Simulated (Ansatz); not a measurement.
**Cu2O: density, localisation and related maps**

Input file:

```
crystal:
  lattice:
    - [4.26, 0.0852, 0.0]
    - [0.0852, 4.26, 0.0]
    - [0.0, 0.0, 4.26]
  atoms:
    - { symbol: Cu, position: [0.75, 0.25, 0.75] }
    - { symbol: Cu, position: [0.75, 0.75, 0.25] }
    - { symbol: Cu, position: [0.25, 0.75, 0.75] }
    - { symbol: Cu, position: [0.25, 0.25, 0.25] }
    - { symbol: O, position: [0.5, 0.5, 0.5] }
    - { symbol: O, position: [0.0, 0.0, 0.0] }
hamiltonian:
  xc: pbe
  pseudopotentials: { kind: paw }
kpoints:
  mp_grid: { grid: [5, 5, 5] }
scf:
  occupations: { method: fermi_dirac, width: 0.05 }
output:
  forces: true
  stress: true
  eigenvalues: true
  write_density: true
  write_potential: true
  elf: true
  volumetric_format: npy
```

Launched as:

```sh
ansatz run input.yaml --threads 2 --pin off --max-ram 5632MiB --backend cpu --events-out ev --progress --plain --runs-dir out
```

Below, planes, directions and counts refer to the conventional cell (a = 5.90 Å, b = 6.15 Å, c = 4.26 Å, α = 90.00°, β = 90.00°, γ = 90.00°).

Space group Cmme; not relaxed (largest force 0.6 eV/Å); computed pressure about 3 GPa in this cell.

The calculation used Ansatz, Kohn-Sham DFT of a periodic cell, PBE, Ansatz PAW.

Core electrons are frozen (PAW), and the valence fields are smoothed inside the atomic spheres.

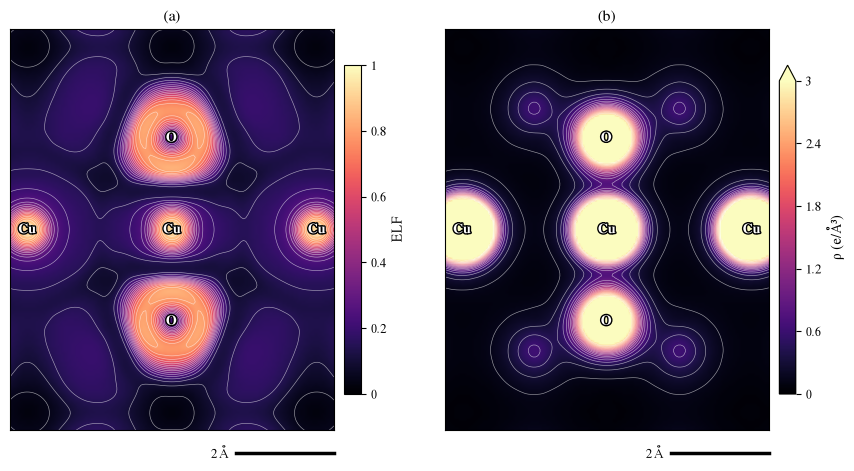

Figure 1. (a) ELF; (b) valence charge density (pseudo) on the (011) plane of the conventional cell.

What does the map show?

Answer.
- Atoms in the plane: Cu and O.
- Atoms just off the plane (Cu, 0.9 Å away) can leave unmarked features too.
- Cu–O (1.87 Å): ρ is about 0.77 e/Å³ halfway; the ELF peaks at about 0.85 in the valence shell of O, 0.6 Å from its nucleus, and is about 0.20 at the midpoint: no shared electron pair shows on this line.
- Between the atoms the lowest density in this plane is 0.04 e/Å³.
- The features right at Cu lie inside the PAW spheres, where the map follows smoothed inner orbitals and isn't to be read closely.

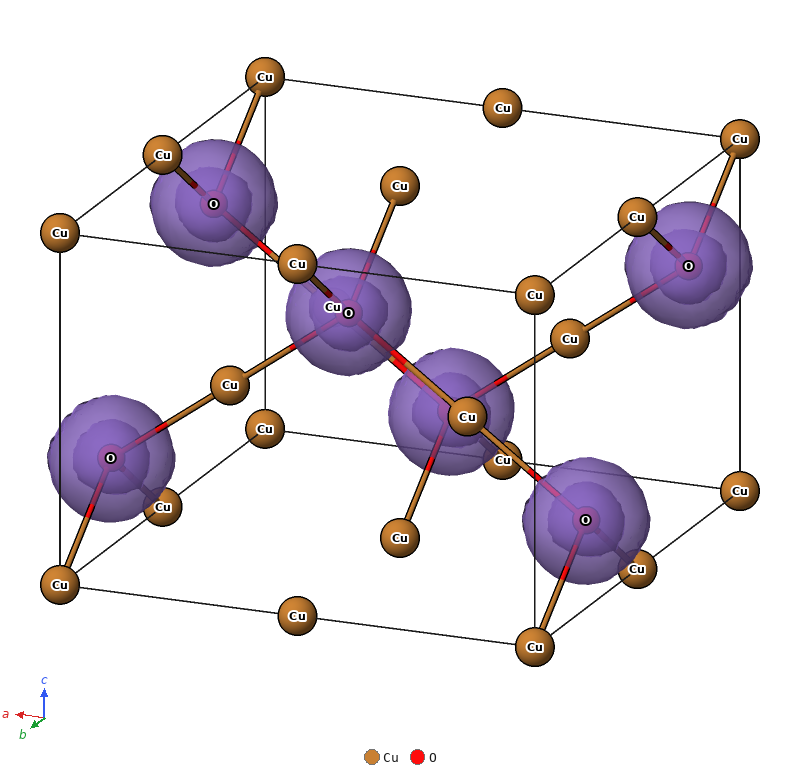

Figure 2. Isosurface of the ELF at 0.75 (purple), seen at an oblique angle. Core shells and regions of very low density are left out. Sticks mark near contacts.

Where are the electrons localised?

Answer. At this value the surface marks out four regions wrapped around O (the valence shell of each), counted in one cell of 12 atoms. Any copies at cell faces, edges or corners count once. Profiles from the grid: Cu–O (1.82 Å): the ELF peaks at about 0.85 in the valence shell of O, 0.6 Å from its nucleus, and is about 0.25 at the midpoint: no shared electron pair shows on this line.

Metal or insulator at this level of theory?

Answer. It is gapped, with a Kohn–Sham gap of 0.51 eV on the k-point mesh (the band edges may lie off the mesh, which would make the gap smaller).
